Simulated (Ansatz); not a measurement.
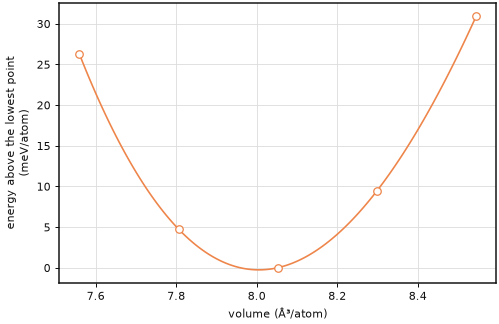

Plotted: energy above the lowest point against volume for MnO₂, space group Fm-3m (No. 225) (one of a set of cubic test structures, which need not be the stable phase).

How it was computed, with Ansatz 0.2.0 development build: equation of state of a cubic crystal from periodic Kohn-Sham density functional theory without spin, third-order Birch-Murnaghan fit to the free energies; pressure corrected for the finite basis. Level: r2SCAN.

```
                setting                   value
         structure type                fluorite
          atoms in cell                       3
     space group number                     225
       lattice centring  face-centred primitive
                 k mesh                13×13×13
      occupation method             Fermi–Dirac
       occupation width                  0.1 eV
            wave cutoff                 1050 eV
               datasets           hand-made PAW
      density tolerance                1e-09 eV
                  bands                      18
   density cutoff ratio                       5
search for lower states                 default
          xc grid level                       2
```

From this curve and the settings, what does the calculation give for the pressure at the same points?

The pressure falls from 20.1 GPa at volume 7.5592 Å³/atom to −17.5 GPa at 8.5451 Å³/atom, and changes sign near 8.01 Å³/atom.

```json
{"volume (Å³/atom)": "7.5592", "pressure (GPa)": "20.1"}
{"volume (Å³/atom)": "7.8057", "pressure (GPa)": "8.2"}
{"volume (Å³/atom)": "8.0522", "pressure (GPa)": "-1.8"}
{"volume (Å³/atom)": "8.2987", "pressure (GPa)": "-10.3"}
{"volume (Å³/atom)": "8.5451", "pressure (GPa)": "-17.5"}
```

Limits of the calculation: cubic model structure, not the ambient form; no spin polarisation, a magnetic state may lie lower.
